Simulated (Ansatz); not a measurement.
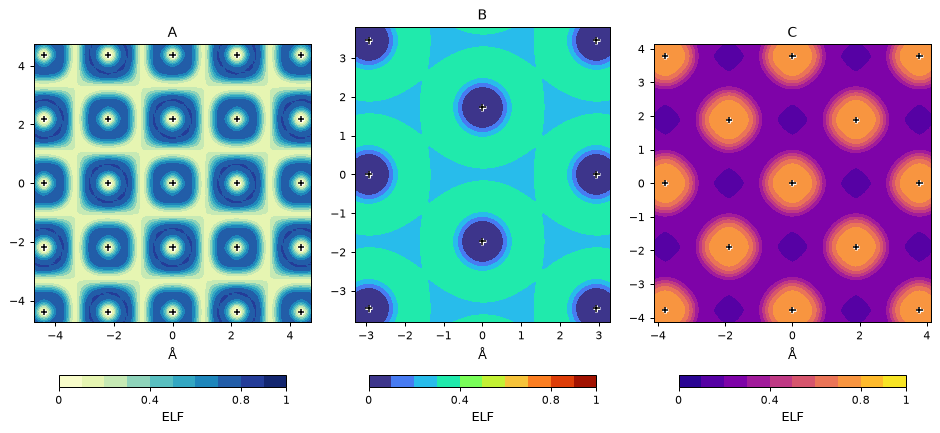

The ELF of 3 systems, each on a plane through atoms (crosses mark nuclei in the plane).

Method: DFT PBEsol, scalar-relativistic, plane waves, PAW in Ansatz 0.2.0.

System 1: Rh, the (010) plane of the conventional cell. Space group Fm-3m; a structure from a database of computed crystals, not necessarily the ambient phase; computed without spin polarisation.

```
Rh
1.0
     3.78000    0.00000    0.00000
     0.00000    3.78000    0.00000
     0.00000    0.00000    3.78000
Rh
4
Direct
  0.00000 0.00000 0.00000
  0.50000 0.50000 0.00000
  0.50000 0.00000 0.50000
  0.00000 0.50000 0.50000
```

System 2: NbN, the (001) plane of the conventional cell. Space group Fm-3m.

```
Nb N
1.0
     4.38050    0.00000    0.00000
     0.00000    4.38050    0.00000
     0.00000    0.00000    4.38050
Nb N
4 4
Direct
  0.50000 0.00000 0.00000
  0.00000 0.50000 0.00000
  0.00000 0.00000 0.50000
  0.50000 0.50000 0.50000
  0.00000 0.00000 0.00000
  0.50000 0.50000 0.00000
  0.50000 0.00000 0.50000
  0.00000 0.50000 0.50000
```

System 3: Sn, the (001) plane of the conventional cell. Space group C2/m; a structure from a database of computed crystals, not necessarily the ambient phase; computed pressure about −5 GPa in this cell.

**Match each panel to its system.**

Panel A is system 2, NbN: the plane holds Nb and N. Nb–N (2.19 Å): the ELF peaks at about 0.80 in the valence shell of N, 0.6 Å from its nucleus, and drops to about 0.15 between the two atoms (no shared electron pair shows on this line). Panel B is system 3, Sn: the plane holds Sn. Sn–Sn (3.41 Å): the ELF is about 0.30 at the midpoint. Panel C is system 1, Rh: the plane holds Rh. Rh–Rh (2.67 Å): the ELF is about 0.25 at the midpoint: no localised pair shows between them.
